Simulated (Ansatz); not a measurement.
## Electronic structure of CdSe in real space

```
Cd Se
1.0
     3.99012    0.00000    0.00000
    -1.99506    3.45554    0.00000
     0.00000    0.00000    6.56980
Cd Se
2 2
Direct
  0.00000 0.00000 0.00000
  0.00000 0.00000 0.50000
  0.33333 0.66667 0.25000
  0.66667 0.33333 0.75000
```

Space group P6₃/mmc; started from the NiAs prototype, which need not be the ambient phase.

Level of theory: DFT, PBEsol, plane waves, PAW in Ansatz 0.2.0.

Core electrons are frozen (PAW), and the valence fields are smoothed inside the atomic spheres.

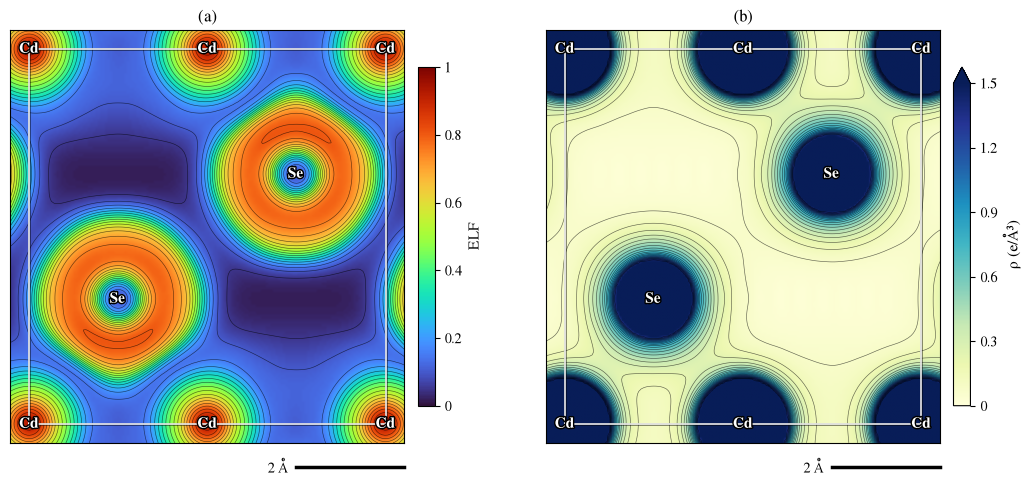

Figure 1. (a) ELF; (b) valence electron density on the (110) plane of the conventional cell.

Question: What does the map show?

Answer: The plane passes through Cd and Se nuclei. Cd–Se (2.83 Å): ρ at the midpoint is about 0.27 e/Å³; the ELF is about 0.30 at the midpoint and 0.15 at its lowest between the atoms. Between the atoms the lowest density in this plane is 0.02 e/Å³. The features right at Cd lie inside the PAW spheres, where the map follows smoothed inner orbitals and isn't to be read closely.

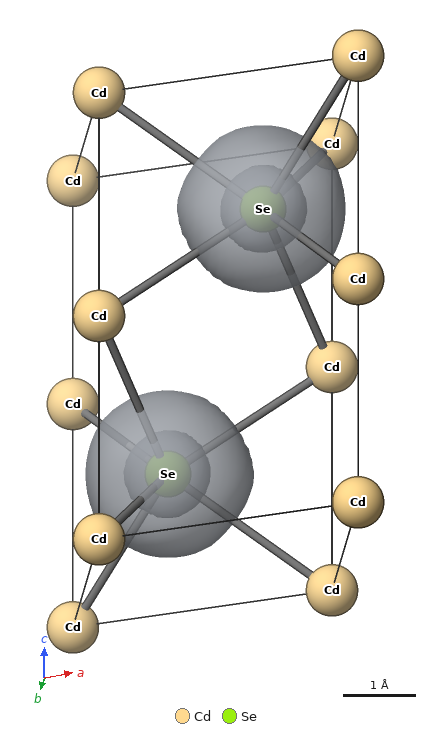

Figure 2. Isosurface of the electron localisation function at 0.7 (grey), seen at an oblique angle. Core shells and regions of very low density are left out. Sticks mark near contacts.

Question: What do the ELF domains correspond to?

Answer: The surface consists of two regions wrapped around Se (the valence shell of each), counted in one cell of 4 atoms. Any copies at cell faces, edges or corners count once.
